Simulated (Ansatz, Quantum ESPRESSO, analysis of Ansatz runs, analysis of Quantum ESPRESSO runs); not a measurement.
## U centre (hydride ion on a halide site) in KCl: local vibrational mode against experiment (Quantum ESPRESSO)

How near does this set-up come to the measured local vibrational mode? Subject: U centre (hydride ion on a halide site) in KCl. Set-up: PBE, JTH 2.0 PBE, 32-site cell, PBE lattice, k: 2x2x2 shifted, start relaxed with Ansatz. The model is a cell of 32 host atoms with 1 Cl taken out and 1 H put in. The frequencies come from force constants among the defect atom and its neighbours, with the masses of the isotopes named. Other potentials or another program check that the number doesn't hang on one set of files.

Measured beforehand: Threefold local mode of H-: 502 cm⁻¹, by infrared absorption (4.2-77 K) (quoted in “Electronic Absorption and Internal and External Vibrational Data of Atomic and Molecular Ions Doped in Alkali Halide Crystals (NSRDS-NBS 52)”, 1974, S. C. Jain, A. V. R. Warrier, S. K. Agarwal, quoting earlier work (1969)). Threefold local mode of D-: 360 cm⁻¹ at 77 K, by infrared absorption (liquid air/nitrogen temperature) (quoted in “Electronic Absorption and Internal and External Vibrational Data of Atomic and Molecular Ions Doped in Alkali Halide Crystals (NSRDS-NBS 52)”, 1974, S. C. Jain, A. V. R. Warrier, S. K. Agarwal, quoting earlier work (1969)).

Main program and level: Quantum ESPRESSO 7.5; Quantum ESPRESSO plane-wave DFT, PBE, JTH 2.0 PBE potentials; relaxation of all atoms of a defect supercell.

## Step 1: Set-up

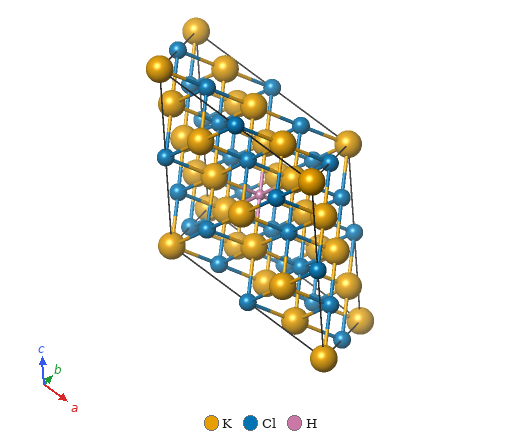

The starting structure, seen slightly off an axis (potassium orange, chlorine blue, hydrogen pink). Some periodic images of atoms are drawn too.

The cell holds 32 atoms: 16 K, 15 Cl and 1 H. Cell: a = 11.066 Å, b = 11.066 Å, c = 11.066 Å, α = 109.5°, β = 109.5°, γ = 109.5°. It derives from KCl (space group Fm-3m). Nearest the centre at fractional (0.500, 0.500, 0.500): H27 at 0.00 Å, K7 at 3.10 Å, K6 at 3.10 Å, K16 at 3.10 Å, K10 at 3.10 Å, K15 at 3.10 Å, K12 at 3.10 Å, Cl20 at 4.50 Å.

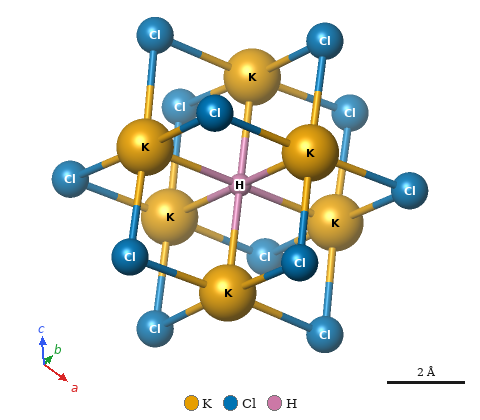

The atoms within 5 Å of the centre.

The host's primitive cell comes from a first run (Quantum ESPRESSO plane-wave DFT, PBE, JTH 2.0 PBE potentials; relaxation of cell and atoms of a defect-free cell): vectors of 4.518, 4.518 and 4.518 Å. That is 32.60 Å³ an atom, 4.6 % over the diffraction cell's volume. The supercell is built on it.

This program's steps are dear, so the start below was first relaxed with Ansatz (plane-wave PAW DFT, PBE; 5.7 s).

## Step 2: Relaxation, charge 0

Every later number rests on the structure around the defect, so the atoms are relaxed at the host's lattice first.

Contents of pw.in:

```
&CONTROL
  calculation = 'relax'
  prefix = 'pwscf'
  outdir = './tmp'
  pseudo_dir = './pseudo'
  tprnfor = .true.
  disk_io = 'low'
  nstep = 70
  forc_conv_thr = 0.00039
  etot_conv_thr = 0.0001
/
&SYSTEM
  ibrav = 0
  nat = 32
  ntyp = 3
  ecutwfc = 40
  ecutrho = 240
  nbnd = 129
  occupations = 'smearing'
  smearing = 'fd'
  degauss = 0.00073499
/
&ELECTRONS
  conv_thr = 3d-08
  electron_maxstep = 100
  mixing_beta = 0.5
/
&IONS
  ion_dynamics = 'bfgs'
/
ATOMIC_SPECIES
K     39.0983 K.GGA_PBE-JTH.UPF
Cl    35.4500 Cl.GGA_PBE-JTH.UPF
H      1.0080 H.GGA_PBE-JTH.UPF
CELL_PARAMETERS angstrom
  -6.3887948391    6.3887948391    6.3887948391
   6.3887948391   -6.3887948391    6.3887948391
   6.3887948391    6.3887948391   -6.3887948391
ATOMIC_POSITIONS crystal
K      0.0000000000    0.0000000000    0.0000000000
K      0.0000000000    0.2500000000    0.7500000000
K      0.0000000000    0.5000000000    0.5000000000
K      0.0000000000    0.7500000000    0.2500000000
K      0.2500000000    0.0000000000    0.7500000000
K      0.2575984785    0.2575984785    0.5000000000
K      0.2575984785    0.5000000000    0.2575984785
K      0.2500000000    0.7500000000    0.0000000000
K      0.5000000000    0.0000000000    0.5000000000
K      0.5000000000    0.2575984785    0.2575984785
K      0.5000000000    0.5000000000    0.0000000000
K      0.5000000000    0.7424015215    0.7424015215
K      0.7500000000    0.0000000000    0.2500000000
K      0.7500000000    0.2500000000    0.0000000000
K      0.7424015215    0.5000000000    0.7424015215
K      0.7424015215    0.7424015215    0.5000000000
Cl     0.0000000000    0.0000000000    0.5000000000
Cl     0.0022832783    0.2511416392    0.2511416392
Cl     0.0000000000    0.5000000000    0.0000000000
Cl    -0.0022832783    0.7488583608    0.7488583608
Cl     0.2511416392    0.0022832783    0.2511416392
Cl     0.2511416392    0.2511416392    0.0022832783
Cl     0.2511416392    0.5000000000    0.7488583608
Cl     0.2511416392    0.7488583608    0.5000000000
Cl     0.5000000000    0.0000000000    0.0000000000
Cl     0.5000000000    0.2511416392    0.7488583608
H      0.5000000000    0.5000000000    0.5000000000
Cl     0.5000000000    0.7488583608    0.2511416392
Cl     0.7488583608   -0.0022832783    0.7488583608
Cl     0.7488583608    0.2511416392    0.5000000000
Cl     0.7488583608    0.5000000000    0.2511416392
Cl     0.7488583608    0.7488583608   -0.0022832783
K_POINTS automatic
2 2 2 1 1 1
```

The run is started by

```sh
$ OMP_NUM_THREADS=1 mpirun -n 8 pw.x -nk 2 -in pw.in > pw.out
```

What it wrote:

```text
This program is part of the open-source Quantum ESPRESSO suite
     for quantum simulation of materials; please cite
         "P. Giannozzi et al., J. Phys.:Condens. Matter 21 395502 (2009);
         "P. Giannozzi et al., J. Phys.:Condens. Matter 29 465901 (2017);
         "P. Giannozzi et al., J. Chem. Phys. 152 154105 (2020);
          URL
     in publications or presentations arising from this work. More details at

     file K.GGA_PBE-JTH.UPF: wavefunction(s)  3S 4S 3P 4P 0D renormalized
     file Cl.GGA_PBE-JTH.UPF: wavefunction(s)  3S 0S 3P 0P renormalized
     file H.GGA_PBE-JTH.UPF: wavefunction(s)  1S 0S 0P renormalized
     Message from routine setup:
     using ibrav=0 with symmetry is DISCOURAGED, use correct ibrav instead

     K-points division:     npool     =       2
     Subspace diagonalization in iterative solution of the eigenvalue problem:
     a serial algorithm will be used

     --------------------
     sticks:   dense  smooth     PW     G-vecs:    dense   smooth      PW
     Min        1970    1312    350               110543    60166    8350
     Max        1971    1313    351               110544    60167    8352
     Sum        7883    5249   1403               442175   240665   33405

     Using Slab Decomposition

     bravais-lattice index     =            0
     lattice parameter (alat)  =      20.9112  a.u.
     unit-cell volume          =    7039.0398 (a.u.)^3
     number of atoms/cell      =           32
     number of atomic types    =            3
     number of electrons       =       250.00
     number of Kohn-Sham states=          129
     kinetic-energy cutoff     =      40.0000  Ry
     charge density cutoff     =     240.0000  Ry
     scf convergence threshold =      3.0E-08
     mixing beta               =       0.5000
     number of iterations used =            8  plain     mixing
     energy convergence thresh.=      1.0E-04
     force convergence thresh. =      3.9E-04
     Exchange-correlation= SLA PW PBX PBC
                           (   1   4   3   4   0   0   0)
     nstep                     =           70

     celldm(1)=  20.911175  celldm(2)=   0.000000  celldm(3)=   0.000000
     celldm(4)=   0.000000  celldm(5)=   0.000000  celldm(6)=   0.000000

     crystal axes: (cart. coord. in units of alat)
               a(1) = (  -0.577350   0.577350   0.577350 )
               a(2) = (   0.577350  -0.577350   0.577350 )
               a(3) = (   0.577350   0.577350  -0.577350 )

     reciprocal axes: (cart. coord. in units 2 pi/alat)
               b(1) = ( -0.000000  0.866025  0.866025 )
               b(2) = (  0.866025 -0.000000  0.866025 )
               b(3) = (  0.866025  0.866025  0.000000 )

     PseudoPot. # 1 for K  read from file:
     K.GGA_PBE-JTH.UPF
     Pseudo is Projector augmented-wave + core cor, Zval =  9.0
     Generated using ATOMPAW code
     Shape of augmentation charge: SINC**2
     Using radial grid of 1013 points,  5 beta functions with:
                l(1) =   0
                l(2) =   0
                l(3) =   1
                l(4) =   1
                l(5) =   2
     Q(r) pseudized with 0 coefficients

     PseudoPot. # 2 for Cl read from file:
     Cl.GGA_PBE-JTH.UPF
     Pseudo is Projector augmented-wave + core cor, Zval =  7.0
     Generated using ATOMPAW code
     Shape of augmentation charge: SINC**2
     Using radial grid of 1004 points,  4 beta functions with:
                l(1) =   0
                l(2) =   0
                l(3) =   1
                l(4) =   1
     Q(r) pseudized with 0 coefficients

     PseudoPot. # 3 for H  read from file:
     H.GGA_PBE-JTH.UPF
     Pseudo is Projector augmented-wave + core cor, Zval =  1.0
     Generated using ATOMPAW code
     Shape of augmentation charge: SINC**2
     Using radial grid of  777 points,  3 beta functions with:
                l(1) =   0
                l(2) =   0
                l(3) =   1
     Q(r) pseudized with 0 coefficients

     atomic species   valence    mass     pseudopotential
     K                 9.00    39.09830     K ( 1.00)
     Cl                7.00    35.45000     Cl( 1.00)
     H                 1.00     1.00800     H ( 1.00)

     48 Sym. Ops., with inversion, found (36 have fractional translation)

   Cartesian axes

     site n.     atom                  positions (alat units)
         1        K      tau(   1) = (   0.0000000   0.0000000   0.0000000  )
         2        K      tau(   2) = (   0.5773503   0.2886751  -0.2886751  )
         3        K      tau(   3) = (   0.5773503   0.0000000   0.0000000  )
         4        K      tau(   4) = (   0.5773503  -0.2886751   0.2886751  )
         5        K      tau(   5) = (   0.2886751   0.5773503  -0.2886751  )
         6        K      tau(   6) = (   0.2886751   0.2886751   0.0087740  )
         7        K      tau(   7) = (   0.2886751   0.0087740   0.2886751  )
         8        K      tau(   8) = (   0.2886751  -0.2886751   0.5773503  )
         9        K      tau(   9) = (   0.0000000   0.5773503   0.0000000  )
        10        K      tau(  10) = (   0.0087740   0.2886751   0.2886751  )
        11        K      tau(  11) = (   0.0000000   0.0000000   0.5773503  )
        12        K      tau(  12) = (   0.5685763   0.2886751   0.2886751  )
        13        K      tau(  13) = (  -0.2886751   0.5773503   0.2886751  )
        14        K      tau(  14) = (  -0.2886751   0.2886751   0.5773503  )
        15        K      tau(  15) = (   0.2886751   0.5685763   0.2886751  )
        16        K      tau(  16) = (   0.2886751   0.2886751   0.5685763  )
        17        Cl     tau(  17) = (   0.2886751   0.2886751  -0.2886751  )
        18        Cl     tau(  18) = (   0.2886751   0.0013183   0.0013183  )
        19        Cl     tau(  19) = (   0.2886751  -0.2886751   0.2886751  )
        20        Cl     tau(  20) = (   0.8660254  -0.0013183  -0.0013183  )
        21        Cl     tau(  21) = (   0.0013183   0.2886751   0.0013183  )
        22        Cl     tau(  22) = (   0.0013183   0.0013183   0.2886751  )
        23        Cl     tau(  23) = (   0.5760320   0.2886751   0.0013183  )
        24        Cl     tau(  24) = (   0.5760320   0.0013183   0.2886751  )
        25        Cl     tau(  25) = (  -0.2886751   0.2886751   0.2886751  )
        26        Cl     tau(  26) = (   0.2886751   0.5760320   0.0013183  )
        27        H      tau(  27) = (   0.2886751   0.2886751   0.2886751  )
        28        Cl     tau(  28) = (   0.2886751   0.0013183   0.5760320  )
        29        Cl     tau(  29) = (  -0.0013183   0.8660254  -0.0013183  )
[...]
ethr =  8.37E-08,  avg # of iterations =  4.0

     negative rho (up, down):  1.270E+00 0.000E+00

     total energy              =   -3003.71760662 Ry
     estimated scf accuracy    <       0.00001382 Ry

     iteration #  7     ecut=    40.00 Ry     beta= 0.50
     Davidson diagonalization with overlap
     ethr =  5.53E-09,  avg # of iterations =  5.0

     negative rho (up, down):  1.270E+00 0.000E+00

     total energy              =   -3003.71761297 Ry
     estimated scf accuracy    <       0.00000393 Ry

     iteration #  8     ecut=    40.00 Ry     beta= 0.50
     Davidson diagonalization with overlap
     ethr =  1.57E-09,  avg # of iterations =  2.0

     negative rho (up, down):  1.270E+00 0.000E+00

     total energy              =   -3003.71761415 Ry
     estimated scf accuracy    <       0.00000008 Ry

     iteration #  9     ecut=    40.00 Ry     beta= 0.50
     Davidson diagonalization with overlap
     ethr =  3.07E-11,  avg # of iterations =  6.0

     negative rho (up, down):  1.270E+00 0.000E+00

     End of self-consistent calculation

          k = 0.4330 0.4330 0.4330 ( 30008 PWs)   bands (ev):

   -26.9084 -26.9048 -26.9048 -26.9048 -26.9029 -26.9029 -26.8697 -26.8697
   -26.8697 -26.8692 -26.8595 -26.8595 -26.8595 -26.8572 -26.8572 -26.8572
   -11.7294 -11.7294 -11.7294 -11.7210 -11.7032 -11.7032 -11.7032 -11.6958
   -11.6958 -11.6958 -11.6895 -11.6895 -11.5873 -11.5873 -11.5873 -10.4498
   -10.4151 -10.4151 -10.4151 -10.4067 -10.4067 -10.4067 -10.3946 -10.3946
   -10.3919 -10.3919 -10.3919 -10.3887 -10.3887 -10.3887 -10.3831 -10.3711
   -10.3711 -10.3711 -10.3662 -10.3662 -10.3584 -10.3584 -10.3584 -10.3569
   -10.3569 -10.3569 -10.3544 -10.3398 -10.3398 -10.3375 -10.3375 -10.3375
   -10.2627 -10.2627 -10.2627 -10.2560 -10.2560 -10.2560 -10.2516 -10.2516
   -10.2485 -10.2485 -10.2485 -10.2299 -10.2258 -10.2258 -10.2258  -0.3020
    -0.2786  -0.2786  -0.2786  -0.2445  -0.2445  -0.2434  -0.2434  -0.2434
    -0.1862  -0.1862  -0.1862  -0.1361  -0.0760  -0.0760  -0.0760   0.0498
     0.0498   0.0514   0.0514   0.0514   0.0707   0.0707   0.0707   0.1501
     0.1687   0.1687   0.1687   0.1764   0.1764   0.1764   0.1906   0.2020
     0.2020   0.2090   0.2090   0.2090   0.2540   0.2540   0.2540   0.3182
     0.3182   0.3182   0.3354   0.3354   2.2026   6.5346   6.5347   6.5347
     7.0071

          k = 0.0000 0.0000 0.4330 ( 30072 PWs)   bands (ev):

[...]
-10.3386 -10.3231 -10.3101 -10.2919 -10.2403 -10.2403 -10.2353 -10.2353
   -10.2337 -10.2315 -10.2253 -10.1663 -10.1659 -10.1633 -10.1633  -0.4427
    -0.4117  -0.3690  -0.3690  -0.2512  -0.2280  -0.2280  -0.2122  -0.2034
    -0.1903  -0.1419  -0.1419  -0.1384  -0.0971  -0.0971   0.0088   0.0230
     0.0690   0.0690   0.0931   0.1151   0.1279   0.1323   0.1323   0.1325
     0.1437   0.1444   0.1477   0.1514   0.1514   0.1590   0.1590   0.2187
     0.2313   0.2313   0.2382   0.2516   0.2564   0.2564   0.2692   0.2730
     0.2898   0.2898   0.4010   0.4010   2.1882   5.9778   6.9201   6.9201
     7.2312

     the Fermi energy is     3.0387 ev

!    total energy              =   -3003.71761422 Ry
     total all-electron energy =     -3003.717614 Ry
     estimated scf accuracy    <       0.00000001 Ry
     smearing contrib. (-TS)   =       0.00000000 Ry
     internal energy E=F+TS    =   -3003.71761422 Ry

     The total energy is F=E-TS. E is the sum of the following terms:
     one-electron contribution =    -481.42197380 Ry
     hartree contribution      =     333.26467109 Ry
     xc contribution           =    -254.39359879 Ry
     ewald contribution        =    -938.35663786 Ry
     one-center paw contrib.   =   -1662.81007486 Ry

     convergence has been achieved in   9 iterations

     negative rho (up, down):  1.270E+00 0.000E+00

     Forces acting on atoms (cartesian axes, Ry/au):

     atom    1 type  1   force =     0.00000000   -0.00000000    0.00000000
     atom    2 type  1   force =    -0.00000000    0.00000000   -0.00000000
     atom    3 type  1   force =     0.00000000   -0.00000000    0.00000000
     atom    4 type  1   force =     0.00000000   -0.00000000   -0.00000000
     atom    5 type  1   force =     0.00000000   -0.00000000    0.00000000
     atom    6 type  1   force =    -0.00000000   -0.00000000    0.00014879
     atom    7 type  1   force =     0.00000000    0.00014879    0.00000000
     atom    8 type  1   force =    -0.00000000    0.00000000   -0.00000000
     atom    9 type  1   force =     0.00000000    0.00000000    0.00000000
     atom   10 type  1   force =     0.00014879    0.00000000   -0.00000000
     atom   11 type  1   force =     0.00000000    0.00000000    0.00000000
     atom   12 type  1   force =    -0.00014879   -0.00000000    0.00000000
     atom   13 type  1   force =    -0.00000000    0.00000000   -0.00000000
     atom   14 type  1   force =    -0.00000000    0.00000000   -0.00000000
     atom   15 type  1   force =    -0.00000000   -0.00014879   -0.00000000
     atom   16 type  1   force =    -0.00000000    0.00000000   -0.00014879
[...]
atom   25 type  2   force =     0.00000000   -0.00000000    0.00000000
     atom   26 type  2   force =     0.00000000    0.00012240   -0.00012240
     atom   27 type  3   force =     0.00000000   -0.00000000    0.00000000
     atom   28 type  2   force =     0.00000000   -0.00012240    0.00012240
     atom   29 type  2   force =     0.00012240   -0.00000000    0.00012240
     atom   30 type  2   force =    -0.00012240    0.00012240   -0.00000000
     atom   31 type  2   force =    -0.00012240    0.00000000    0.00012240
     atom   32 type  2   force =     0.00012240    0.00012240    0.00000000

     Total force =     0.000702     Total SCF correction =     0.000070

     BFGS Geometry Optimization
     Energy error            =      4.9E-07 Ry
     Gradient error          =      1.5E-04 Ry/Bohr

     bfgs converged in   1 scf cycles and   0 bfgs steps
     (criteria: energy <  1.0E-04 Ry, force <  3.9E-04 Ry/Bohr)

     End of BFGS Geometry Optimization

     Final energy             =   -3003.7176142191 Ry
Begin final coordinates

ATOMIC_POSITIONS (crystal)
K                0.0000000000        0.0000000000        0.0000000000
K               -0.0000000000        0.2500000000        0.7500000000
K               -0.0000000000        0.5000000000        0.5000000000
K                0.0000000000        0.7500000000        0.2500000000
K                0.2500000000       -0.0000000000        0.7500000000
K                0.2575984785        0.2575984785        0.5000000000
K                0.2575984785        0.5000000000        0.2575984785
K                0.2500000000        0.7500000000        0.0000000000
K                0.5000000000       -0.0000000000        0.5000000000
K                0.5000000000        0.2575984785        0.2575984785
K                0.5000000000        0.5000000000        0.0000000000
K                0.5000000000        0.7424015215        0.7424015215
K                0.7500000000        0.0000000000        0.2500000000
K                0.7500000000        0.2500000000       -0.0000000000
K                0.7424015215        0.5000000000        0.7424015215
K                0.7424015215        0.7424015215        0.5000000000
[...]
Cl               0.5000000000        0.0000000000       -0.0000000000
Cl               0.5000000000        0.2511416392        0.7488583608
H                0.5000000000        0.5000000000        0.5000000000
Cl               0.5000000000        0.7488583608        0.2511416392
Cl               0.7488583608       -0.0022832783        0.7488583608
Cl               0.7488583608        0.2511416392        0.5000000000
Cl               0.7488583608        0.5000000000        0.2511416392
Cl               0.7488583608        0.7488583608       -0.0022832783
End final coordinates

=------------------------------------------------------------------------------=
   JOB DONE.
=------------------------------------------------------------------------------=
```

Run time: 49 s. Hardware: 8 MPI ranks of Arm Neoverse V2, shared host; peak memory 2 GiB.

Hardly anything moved in the relaxation; the energy changed by under 0.2 meV an atom.

Neighbours of H27 at the end:

| atom | distance (Å) |
| --- | --- |
| K7 | 3.097 |
| K6 | 3.097 |
| K16 | 3.097 |
| K15 | 3.097 |
| K10 | 3.097 |
| K12 | 3.097 |
| Cl30 | 4.497 |
| Cl21 | 4.497 |
| Cl26 | 4.497 |
| Cl28 | 4.497 |
| Cl29 | 4.497 |
| Cl20 | 4.497 |
| Cl24 | 4.497 |
| Cl18 | 4.497 |
| Cl31 | 4.497 |
| Cl32 | 4.497 |

(Part 1 of 2 ends here.)

[Logs are printed without paths, hosts, clocks, repeated set-up lines and the standing remarks that a program may print on its own settings, such as how far it seeks lower states.]

[Hosts, paths, dates, database ids (printed as entryN), source tags and the programs' standing remarks are cut or masked in the printed files.]

[For some hosts the program warned that the k-mesh of the response run may be too coarse for force constants and the static dielectric constant; such warnings are not shown here.]
